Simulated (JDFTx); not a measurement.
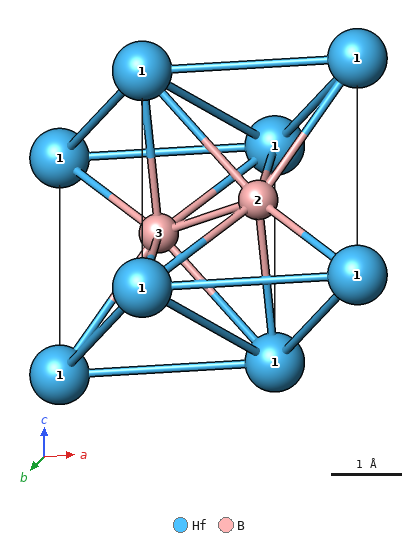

The structure as given in the input (ball-and-stick view of the cell of the calculation, seen at an oblique angle; atoms are numbered from 1 in the order of the input). An atom can appear more than once, as a periodic image. Near neighbours in the periodic cell (some may lie outside the picture): Hf has 12 B at 2.51 Å and 6 Hf at 3.14 Å; B has 3 B at 1.81 Å and 6 Hf at 2.51 Å.

# Geometry relaxation of HfB₂ (part 1 of 2)

HfB₂ (3 atoms in the cell), computed with Kohn-Sham DFT of a periodic cell, r2SCAN, SG15-PBE-1.2, no spin polarisation (JDFTx 1.7.0 (patched build)).

The structure derives from an entry of the Crystallography Open Database.

### Input file
```
lattice \
    3.1400000000    -1.5700000000     0.0000000000 \
    0.0000000000     2.7193197679     0.0000000000 \
    0.0000000000     0.0000000000     3.4800000000
latt-scale 1.889726124626 1.889726124626 1.889726124626
coords-type Lattice
ion Hf     0.0000000000     0.0000000000     0.0000000000 1
ion B      0.6666666667     0.3333333333     0.5000000000 1
ion B      0.3333333333     0.6666666667     0.5000000000 1

ion-species pseudo/Hf.upf
ion-species pseudo/B.upf
elec-cutoff 40 320
elec-ex-corr mgga-x-r2scan mgga-c-r2scan
kpoint-folding 5 5 4
elec-smearing Fermi 0.0018374661
elec-n-bands 23
electronic-SCF nIterations 100 energyDiffThreshold 1e-09
electronic-minimize nIterations 30 energyDiffThreshold 1e-7
forces-output-coords Cartesian
lattice-minimize nIterations 40 energyDiffThreshold 1e-6

dump-name run.$VAR
dump End Ecomponents EigStats BandEigs Kpoints Forces Stress
```

Run as:
```bash
jdftx -c 1 -i HfB2.in -o HfB2.out
```

### The program's output
```
*************** JDFTx 1.7.0 (patched build) ***************

Input parsed successfully to the following command list (including defaults):

basis kpoint-dependent
coords-type Lattice
core-overlap-check vector
coulomb-interaction Periodic
davidson-band-ratio 1.1
dump End Forces BandEigs EigStats Ecomponents Stress Kpoints
dump-name run.$VAR
elec-cutoff 40 320
elec-eigen-algo Davidson
elec-ex-corr mgga-x-r2scan mgga-c-r2scan
elec-n-bands 23 1
elec-smearing Fermi 0.00183747
electronic-minimize  \
	dirUpdateScheme      FletcherReeves \
	linminMethod         DirUpdateRecommended \
	nIterations          30 \
	history              15 \
	knormThreshold       0 \
	maxThreshold         no \
	energyDiffThreshold  1e-07 \
	nEnergyDiff          2 \
	convergeAll          no \
	alphaTstart          1 \
	alphaTmin            1e-10 \
	updateTestStepSize   yes \
	alphaTreduceFactor   0.1 \
	alphaTincreaseFactor 3 \
	nAlphaAdjustMax      3 \
	wolfeEnergy          0.0001 \
	wolfeGradient        0.9 \
	abortOnFailedStep    no \
	fdTest               no
electronic-scf  \
	nIterations	100 \
	energyDiffThreshold	1e-09 \
	residualThreshold	1e-07 \
	mixFraction	0.5 \
	qMetric	0.8 \
	history	10 \
	nEigSteps	2 \
	eigDiffThreshold	1e-08 \
	mixedVariable	Density \
	qKerker	0.8 \
	qKappa	-1 \
	verbose	no \
	mixFractionMag	1.5
exchange-regularization WignerSeitzTruncated
fluid None
fluid-ex-corr lda-TF lda-PZ
fluid-gummel-loop 10 1.000000e-05
fluid-minimize  \
	dirUpdateScheme      PolakRibiere \
	linminMethod         DirUpdateRecommended \
	nIterations          100 \
	history              15 \
	knormThreshold       0 \
	maxThreshold         no \
	energyDiffThreshold  0 \
	nEnergyDiff          2 \
	convergeAll          no \
	alphaTstart          1 \
	alphaTmin            1e-10 \
	updateTestStepSize   yes \
	alphaTreduceFactor   0.1 \
	alphaTincreaseFactor 3 \
	nAlphaAdjustMax      3 \
	wolfeEnergy          0.0001 \
	wolfeGradient        0.9 \
	abortOnFailedStep    no \
	fdTest               no
fluid-solvent H2O 55.338 ScalarEOS \
	epsBulk 78.4 \
	pMol 0.92466 \
	epsInf 1.77 \
	Pvap 1.06736e-10 \
	sigmaBulk 4.62e-05 \
	Rvdw 2.61727 \
	Res 1.42 \
	tauNuc 343133 \
	poleEl 15 7 1
forces-output-coords Cartesian
ion Hf   0.000000000000000   0.000000000000000   0.000000000000000 1
ion B   0.666666666700000   0.333333333300000   0.500000000000000 1
ion B   0.333333333300000   0.666666666700000   0.500000000000000 1
ion-species pseudo/Hf.upf
ion-species pseudo/B.upf
ion-width 0
ionic-minimize  \
	dirUpdateScheme      L-BFGS \
	linminMethod         DirUpdateRecommended \
	nIterations          0 \
	history              15 \
	knormThreshold       0.0001 \
	maxThreshold         no \
	energyDiffThreshold  1e-06 \
	nEnergyDiff          2 \
	convergeAll          no \
	alphaTstart          1 \
	alphaTmin            1e-10 \
	updateTestStepSize   yes \
	alphaTreduceFactor   0.1 \
	alphaTincreaseFactor 3 \
	nAlphaAdjustMax      3 \
	wolfeEnergy          0.0001 \
	wolfeGradient        0.9 \
	abortOnFailedStep    no \
	fdTest               no
kpoint   0.000000000000   0.000000000000   0.000000000000  1.00000000000000
kpoint-folding 5 5 4
latt-move-scale 1 1 1
latt-scale 1.88973 1.88973 1.88973
lattice  \
	   3.140000000000000   -1.570000000000000    0.000000000000000  \
	   0.000000000000000    2.719319767900000    0.000000000000000  \
	   0.000000000000000    0.000000000000000    3.480000000000000
lattice-minimize  \
	dirUpdateScheme      L-BFGS \
	linminMethod         DirUpdateRecommended \
	nIterations          40 \
	history              15 \
	knormThreshold       0 \
	maxThreshold         no \
	energyDiffThreshold  1e-06 \
	nEnergyDiff          2 \
	convergeAll          no \
	alphaTstart          1 \
	alphaTmin            1e-10 \
	updateTestStepSize   yes \
	alphaTreduceFactor   0.1 \
	alphaTincreaseFactor 3 \
	nAlphaAdjustMax      3 \
	wolfeEnergy          0.0001 \
	wolfeGradient        0.9 \
	abortOnFailedStep    no \
	fdTest               no
lcao-params -1 1e-06 0.00183747
pcm-variant GLSSA13
perturb-minimize  \
	nIterations            0 \
	algorithm              MINRES \
	residualTol            0.0001 \
	residualDiffThreshold  0.0001 \
	CGBypass               no \
	recomputeResidual      no
spintype no-spin
subspace-rotation-factor 1 yes
symmetries automatic
symmetry-threshold 0.0001

---------- Setting up symmetries ----------

Found 24 point-group symmetries of the bravais lattice
Found 24 space-group symmetries with basis
Applied RMS atom displacement 2.79719e-10 bohrs to make symmetries exact.

---------- Initializing the Grid ----------
R =
[      5.93374     -2.96687            0  ]
[            0      5.13877            0  ]
[            0            0      6.57625  ]
unit cell volume = 200.524
G =
[    1.05889   0.611351         -0  ]
[          0     1.2227          0  ]
[          0         -0   0.955436  ]
Minimum fftbox size, Smin = [  48  48  56  ]
Chosen fftbox size, S = [  48  48  56  ]

---------- Initializing tighter grid for wavefunction operations ----------
R =
[      5.93374     -2.96687            0  ]
[            0      5.13877            0  ]
[            0            0      6.57625  ]
unit cell volume = 200.524
G =
[    1.05889   0.611351         -0  ]
[          0     1.2227          0  ]
[          0         -0   0.955436  ]
Minimum fftbox size, Smin = [  36  36  40  ]
Chosen fftbox size, S = [  36  36  40  ]

---------- Exchange Correlation functional ----------
Initialized LibXC exchange functional 'Re-regularized SCAN exchange by Furness et al'
Initialized LibXC correlation functional 'Re-regularized SCAN correlation by Furness et al'

---------- Setting up pseudopotentials ----------
Width of ionic core gaussian charges (only for fluid interactions / plotting) set to 0

Reading pseudopotential file 'pseudo/Hf.upf':
  'Hf' pseudopotential, 'PBE' functional
  Generated using ONCVPSP code by D. R. Hamann
  26 valence electrons, 0 orbitals, 8 projectors, 602 radial grid points, with lMax = 3
  Core radius for overlap checks: 2.66 bohrs.

Reading pseudopotential file 'pseudo/B.upf':
  'B' pseudopotential, 'PBE' functional
  Generated using ONCVPSP code by D. R. Hamann
  3 valence electrons, 0 orbitals, 4 projectors, 602 radial grid points, with lMax = 1
  Core radius for overlap checks: 1.60 bohrs.

Initialized 2 species with 3 total atoms.

Folded 1 k-points by 5x5x4 to 100 k-points.

---------- Setting up k-points, bands, fillings ----------
Reduced to 15 k-points under symmetry.
Computing the number of bands and number of electrons
Calculating initial fillings.
nElectrons:  32.000000   nBands: 23   nStates: 15

----- Setting up reduced wavefunction bases (one per k-point) -----
average nbasis = 2423.730 , ideal nbasis = 2422.980

---------- Setting up ewald sum ----------
Optimum gaussian width for ewald sums = 1.944368 bohr.
Real space sum over 1089 unit cells with max indices [  5  5  4  ]
Reciprocal space sum over 2535 terms with max indices [  6  6  7  ]

---------- Allocating electronic variables ----------
Initializing wave functions:  (No orbitals for LCAO)  bandwidth-limited random numbers

--------- Lattice Minimization ---------

Setting the auxilliary hamiltonian equal to the subspace hamiltonian.

-------- Electronic minimization -----------
Will mix electronic and kinetic density at each iteration.
	FillingsUpdate:  mu: +2.161431646  nElectrons: 32.000000
	FillingsUpdate:  mu: -1.100934759  nElectrons: 32.000000
SCF: Cycle:  0   F: -203.319999245304587   dF: -4.570e+01   |Residual|: 1.726e+01   |deigs|: 3.304e+00
	FillingsUpdate:  mu: -0.031153442  nElectrons: 32.000000
SCF: Cycle:  1   F: -201.320821550798712   dF: +1.999e+00   |Residual|: 2.184e+01   |deigs|: 1.164e+00
	FillingsUpdate:  mu: -1.226740554  nElectrons: 32.000000
SCF: Cycle:  2   F: -170.629476836551589   dF: +3.069e+01   |Residual|: 4.676e+01   |deigs|: 2.159e+00
	FillingsUpdate:  mu: +2.072228292  nElectrons: 32.000000
SCF: Cycle:  3   F: -160.186792287615702   dF: +1.044e+01   |Residual|: 2.161e+01   |deigs|: 4.955e+00
	FillingsUpdate:  mu: +0.982387394  nElectrons: 32.000000
SCF: Cycle:  4   F: -226.061307986925613   dF: -6.587e+01   |Residual|: 2.239e+00   |deigs|: 9.260e-01
	FillingsUpdate:  mu: +0.909648435  nElectrons: 32.000000
SCF: Cycle:  5   F: -228.002915932206292   dF: -1.942e+00   |Residual|: 3.784e+00   |deigs|: 8.481e-02
	FillingsUpdate:  mu: +0.859069647  nElectrons: 32.000000
SCF: Cycle:  6   F: -228.716074246668484   dF: -7.132e-01   |Residual|: 4.294e+00   |deigs|: 4.904e-02
	FillingsUpdate:  mu: +0.891116901  nElectrons: 32.000000
SCF: Cycle:  7   F: -228.525639460137597   dF: +1.904e-01   |Residual|: 2.064e+00   |deigs|: 1.449e-01
	FillingsUpdate:  mu: +0.958759554  nElectrons: 32.000000
SCF: Cycle:  8   F: -226.247817201508923   dF: +2.278e+00   |Residual|: 5.912e+00   |deigs|: 1.800e-01
	FillingsUpdate:  mu: +0.889703859  nElectrons: 32.000000
SCF: Cycle:  9   F: -228.672621067914690   dF: -2.425e+00   |Residual|: 1.296e+00   |deigs|: 1.976e-01
	FillingsUpdate:  mu: +0.891673337  nElectrons: 32.000000
SCF: Cycle: 10   F: -228.656898850796154   dF: +1.572e-02   |Residual|: 1.829e+00   |deigs|: 1.556e-02
	FillingsUpdate:  mu: +0.879815870  nElectrons: 32.000000
SCF: Cycle: 11   F: -228.773241226857692   dF: -1.163e-01   |Residual|: 1.147e+00   |deigs|: 4.635e-02
	FillingsUpdate:  mu: +0.861881062  nElectrons: 32.000000
SCF: Cycle: 12   F: -228.866217571976222   dF: -9.298e-02   |Residual|: 3.478e-01   |deigs|: 6.635e-02
	FillingsUpdate:  mu: +0.857078789  nElectrons: 32.000000
SCF: Cycle: 13   F: -228.874278329682937   dF: -8.061e-03   |Residual|: 3.822e-01   |deigs|: 1.199e-02
	FillingsUpdate:  mu: +0.854253794  nElectrons: 32.000000
SCF: Cycle: 14   F: -228.876478714506192   dF: -2.200e-03   |Residual|: 2.220e-01   |deigs|: 8.995e-03
	FillingsUpdate:  mu: +0.853472284  nElectrons: 32.000000
SCF: Cycle: 15   F: -228.876722928978921   dF: -2.442e-04   |Residual|: 1.848e-01   |deigs|: 2.189e-03
	FillingsUpdate:  mu: +0.850973612  nElectrons: 32.000000
SCF: Cycle: 16   F: -228.876441353149090   dF: +2.816e-04   |Residual|: 9.553e-02   |deigs|: 8.226e-03
	FillingsUpdate:  mu: +0.852173269  nElectrons: 32.000000
SCF: Cycle: 17   F: -228.876847783597071   dF: -4.064e-04   |Residual|: 1.475e-02   |deigs|: 4.701e-03
	FillingsUpdate:  mu: +0.852458825  nElectrons: 32.000000
SCF: Cycle: 18   F: -228.876854037423669   dF: -6.254e-06   |Residual|: 6.647e-03   |deigs|: 1.115e-03
	FillingsUpdate:  mu: +0.852411476  nElectrons: 32.000000
SCF: Cycle: 19   F: -228.876856397966804   dF: -2.361e-06   |Residual|: 1.776e-03   |deigs|: 2.362e-04
	FillingsUpdate:  mu: +0.852386234  nElectrons: 32.000000
SCF: Cycle: 20   F: -228.876856650477521   dF: -2.525e-07   |Residual|: 3.680e-04   |deigs|: 1.132e-04
	FillingsUpdate:  mu: +0.852386959  nElectrons: 32.000000
SCF: Cycle: 21   F: -228.876856657802108   dF: -7.325e-09   |Residual|: 1.051e-04   |deigs|: 1.268e-05
	FillingsUpdate:  mu: +0.852383921  nElectrons: 32.000000
SCF: Cycle: 22   F: -228.876856662821552   dF: -5.019e-09   |Residual|: 8.084e-05   |deigs|: 1.670e-05
	FillingsUpdate:  mu: +0.852384687  nElectrons: 32.000000
SCF: Cycle: 23   F: -228.876856663516065   dF: -6.945e-10   |Residual|: 1.405e-05   |deigs|: 1.695e-06
	FillingsUpdate:  mu: +0.852385065  nElectrons: 32.000000
SCF: Cycle: 24   F: -228.876856663677586   dF: -1.615e-10   |Residual|: 1.418e-05   |deigs|: 1.386e-06
SCF: Converged (|Delta E|<1.000000e-09 for 2 iters).

Setting wave functions to eigenvectors of Hamiltonian
# Lattice vectors:
R =
[      5.93374     -2.96687            0  ]
[            0      5.13877            0  ]
[            0            0      6.57625  ]
unit cell volume = 200.524

# Strain tensor in Cartesian coordinates:
[            0            0            0  ]
[            0            0            0  ]
[            0            0            0  ]

# Stress tensor in Cartesian coordinates [Eh/a0^3]:
[  0.000251376            0            0  ]
[            0  0.000251376            0  ]
[            0            0  0.000363141  ]

# Ionic positions in lattice coordinates:
ion Hf   0.000000000000000   0.000000000000000   0.000000000000000 1
ion B   0.666666666666667   0.333333333333333   0.500000000000000 1
ion B   0.333333333333333   0.666666666666667   0.500000000000000 1

# Forces in Cartesian coordinates:
force Hf  -0.000000000000000  -0.000000000000000   0.000000000000000 1
force B  -0.000000000000000  -0.000000000000000  -0.000000000000000 1
force B  -0.000000000000000  -0.000000000000000  -0.000000000000000 1

# Energy components:
   Eewald =     -188.4138691839041826
       EH =       56.1711492512289965
     Eloc =     -131.6097003613768663
      Enl =      -42.6350470399599075
      Exc =      -20.9524942832148611
       KE =       98.5632583856502720
-------------------------------------
     Etot =     -228.8767032315765277
       TS =        0.0001534321010497
-------------------------------------
        F =     -228.8768566636775859

LatticeMinimize: Iter:   0  F: -228.876856663677586  |grad|_K:  1.741e-02

-------- Electronic minimization -----------
Will mix electronic and kinetic density at each iteration.
	FillingsUpdate:  mu: +0.852385065  nElectrons: 32.000000
	FillingsUpdate:  mu: +0.858411297  nElectrons: 32.000000
SCF: Cycle:  0   F: -228.876386863879617   dF: -4.970e-04   |Residual|: 2.086e-01   |deigs|: 6.296e-05
	FillingsUpdate:  mu: +0.857170599  nElectrons: 32.000000
SCF: Cycle:  1   F: -228.877070176148464   dF: -6.833e-04   |Residual|: 8.486e-02   |deigs|: 6.371e-03
	FillingsUpdate:  mu: +0.856691451  nElectrons: 32.000000
SCF: Cycle:  2   F: -228.877127286806854   dF: -5.711e-05   |Residual|: 1.468e-02   |deigs|: 2.537e-03
	FillingsUpdate:  mu: +0.856856519  nElectrons: 32.000000
SCF: Cycle:  3   F: -228.877138277462478   dF: -1.099e-05   |Residual|: 7.060e-03   |deigs|: 9.925e-04
	FillingsUpdate:  mu: +0.856764395  nElectrons: 32.000000
SCF: Cycle:  4   F: -228.877138696474333   dF: -4.190e-07   |Residual|: 3.146e-03   |deigs|: 1.177e-04
	FillingsUpdate:  mu: +0.856773492  nElectrons: 32.000000
SCF: Cycle:  5   F: -228.877138856378082   dF: -1.599e-07   |Residual|: 5.843e-04   |deigs|: 7.555e-05
	FillingsUpdate:  mu: +0.856763272  nElectrons: 32.000000
SCF: Cycle:  6   F: -228.877138884911489   dF: -2.853e-08   |Residual|: 4.383e-04   |deigs|: 1.089e-05
	FillingsUpdate:  mu: +0.856759226  nElectrons: 32.000000
SCF: Cycle:  7   F: -228.877138889242843   dF: -4.331e-09   |Residual|: 1.259e-04   |deigs|: 1.240e-05
	FillingsUpdate:  mu: +0.856756853  nElectrons: 32.000000
SCF: Cycle:  8   F: -228.877138890225922   dF: -9.831e-10   |Residual|: 5.226e-05   |deigs|: 6.069e-06
	FillingsUpdate:  mu: +0.856757121  nElectrons: 32.000000
SCF: Cycle:  9   F: -228.877138890453210   dF: -2.273e-10   |Residual|: 1.326e-05   |deigs|: 2.465e-06
SCF: Converged (|Delta E|<1.000000e-09 for 2 iters).

Setting wave functions to eigenvectors of Hamiltonian
# Lattice vectors:
R =
[      5.92501      -2.9625            0  ]
[            0      5.13121            0  ]
[            0            0      6.56227  ]
unit cell volume = 199.509

# Strain tensor in Cartesian coordinates:
[  -0.00147134            0            0  ]
[            0  -0.00147134            0  ]
[            0            0  -0.00212551  ]

# Stress tensor in Cartesian coordinates [Eh/a0^3]:
[  0.000211625            0            0  ]
[            0  0.000211625            0  ]
[            0            0  0.000321591  ]

# Ionic positions in lattice coordinates:
ion Hf   0.000000000000000   0.000000000000000   0.000000000000000 1
ion B   0.666666666666667   0.333333333333333   0.500000000000000 1
ion B   0.333333333333333   0.666666666666667   0.500000000000000 1

# Forces in Cartesian coordinates:
force Hf   0.000000000000000   0.000000000000000   0.000000000000000 1
force B   0.000000000000000  -0.000000000000000   0.000000000000000 1
force B  -0.000000000000000   0.000000000000000   0.000000000000000 1

# Energy components:
   Eewald =     -188.7383527556459626
       EH =       55.9997316523999444
     Eloc =     -131.1241073150827106
      Enl =      -42.6305542084158660
      Exc =      -20.9590501923075756
       KE =       98.5753473031418821
-------------------------------------
     Etot =     -228.8769855159102917
       TS =        0.0001533745429148
-------------------------------------
        F =     -228.8771388904532103

LatticeMinimize: Iter:   1  F: -228.877138890453210  |grad|_K:  1.497e-02  alpha:  1.000e+00  linmin: -9.997e-01

-------- Electronic minimization -----------
Will mix electronic and kinetic density at each iteration.
	FillingsUpdate:  mu: +0.856757121  nElectrons: 32.000000
	FillingsUpdate:  mu: +0.891380696  nElectrons: 32.000000
SCF: Cycle:  0   F: -228.853241063138142   dF: -1.877e-02   |Residual|: 1.221e+00   |deigs|: 2.154e-03
	FillingsUpdate:  mu: +0.885009627  nElectrons: 32.000000
SCF: Cycle:  1   F: -228.875544650439480   dF: -2.230e-02   |Residual|: 5.031e-01   |deigs|: 3.603e-02
	FillingsUpdate:  mu: +0.882153175  nElectrons: 32.000000
SCF: Cycle:  2   F: -228.877502445210098   dF: -1.958e-03   |Residual|: 8.792e-02   |deigs|: 1.517e-02
	FillingsUpdate:  mu: +0.883184667  nElectrons: 32.000000
SCF: Cycle:  3   F: -228.877918143620917   dF: -4.157e-04   |Residual|: 4.739e-02   |deigs|: 6.301e-03
	FillingsUpdate:  mu: +0.882494427  nElectrons: 32.000000
SCF: Cycle:  4   F: -228.877920970551685   dF: -2.827e-06   |Residual|: 3.206e-02   |deigs|: 1.541e-03
	FillingsUpdate:  mu: +0.882668752  nElectrons: 32.000000
SCF: Cycle:  5   F: -228.877932973314500   dF: -1.200e-05   |Residual|: 6.604e-03   |deigs|: 1.207e-03
	FillingsUpdate:  mu: +0.882609985  nElectrons: 32.000000
SCF: Cycle:  6   F: -228.877933505491086   dF: -5.322e-07   |Residual|: 4.812e-03   |deigs|: 8.820e-05
	FillingsUpdate:  mu: +0.882544832  nElectrons: 32.000000
SCF: Cycle:  7   F: -228.877933956959254   dF: -4.515e-07   |Residual|: 4.642e-04   |deigs|: 1.922e-04
	FillingsUpdate:  mu: +0.882547698  nElectrons: 32.000000
SCF: Cycle:  8   F: -228.877933981286247   dF: -2.433e-08   |Residual|: 1.019e-04   |deigs|: 2.712e-05
	FillingsUpdate:  mu: +0.882545679  nElectrons: 32.000000
SCF: Cycle:  9   F: -228.877933985235984   dF: -3.950e-09   |Residual|: 9.378e-05   |deigs|: 2.747e-06
	FillingsUpdate:  mu: +0.882545570  nElectrons: 32.000000
SCF: Cycle: 10   F: -228.877933986059958   dF: -8.240e-10   |Residual|: 6.865e-05   |deigs|: 5.360e-07
	FillingsUpdate:  mu: +0.882545884  nElectrons: 32.000000
SCF: Cycle: 11   F: -228.877933986276133   dF: -2.162e-10   |Residual|: 1.738e-05   |deigs|: 1.409e-06
SCF: Converged (|Delta E|<1.000000e-09 for 2 iters).
```
